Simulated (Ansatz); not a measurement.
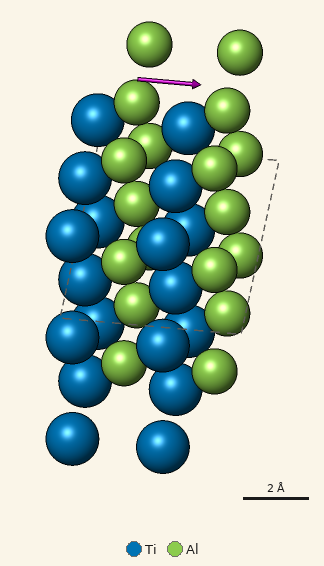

Crystalline TiAl (P4/mmm): the crystal above a cut along the (0 0 1) plane of the conventional cell (between a plane of Ti below and one of Al above, 2.04 Å apart) is slid rigidly by fractions of an in-plane lattice vector 2.82 Å long (a generalised stacking fault). One cut stands in each cell, which starts 12.2 Å high; nothing is relaxed, and the dashed outline marks the cut, the arrow on top the direction of slip. The picture shows the perfect crystal around the cut (dashed). The picture is a spheres-only view of the layers on both sides of the cut, seen obliquely from above.

Method: DFT PBE, scalar-relativistic, plane waves, PAW in Ansatz. Set-up: plane-wave cutoff 420 eV; k-point mesh 21 × 21 × 5; occupations gaussian; smearing width 0.15 eV; no spin polarisation. Energies (free energies at the smearing named) are counted from the relaxed crystal.

The input:
```yaml
crystal:
  lattice:
    - [-2.8220914054, 0.0, 0.0]
    - [0.0, -2.8220914054, 0.0]
    - [0.0, 0.0, 12.2302953755]
  atoms:
    - { symbol: Ti, position: [0.0, 1.0, 0.0] }
    - { symbol: Ti, position: [0.0, 1.0, 0.3333333333] }
    - { symbol: Ti, position: [0.0, 1.0, 0.6666666667] }
    - { symbol: Al, position: [0.5, 0.5, 0.1666666667] }
    - { symbol: Al, position: [0.5, 0.5, 0.5] }
    - { symbol: Al, position: [0.5, 0.5, 0.8333333333] }
basis:
  ecutwfc: 420
kpoints:
  mp_grid: { grid: [21, 21, 5] }
hamiltonian:
  xc: pbe
scf:
  occupations: { method: gaussian, width: 0.15 }
output:
  forces: true
  stress: true
  eigenvalues: true
  write_density: true
  write_potential: true
  elf: true
  volumetric_format: npy
```

Command:
```bash
ansatz run input.yaml --threads 2 --pin off --max-ram 5120MiB --backend cpu --events-out ev --progress --plain --runs-dir out
```

**Give the energy at each point (the slip: 0.00, 0.10, 0.20, 0.30, 0.40, 0.50, 0.60, 0.80, 1.00).**

| slip (fraction of the lattice vector) | γ (mJ/m²) |
| --- | --- |
| 0.00 | 0 |
| 0.10 | 194 |
| 0.20 | 718 |
| 0.30 | 1393 |
| 0.40 | 1937 |
| 0.50 | 2138 |
| 0.60 | 1937 |
| 0.80 | 718 |
| 1.00 | 0 |

Points that are alike by symmetry were computed once.

The curve starts and ends at zero, since a full lattice vector restores the crystal. Its highest computed point is 2138 mJ/m² at slip 0.50. The points are too sparse to place its extrema closely. Relaxation across the fault would lower the values.

The computed profile (hollow markers are points alike by symmetry):

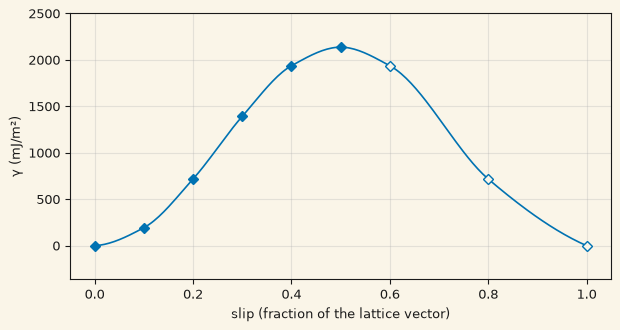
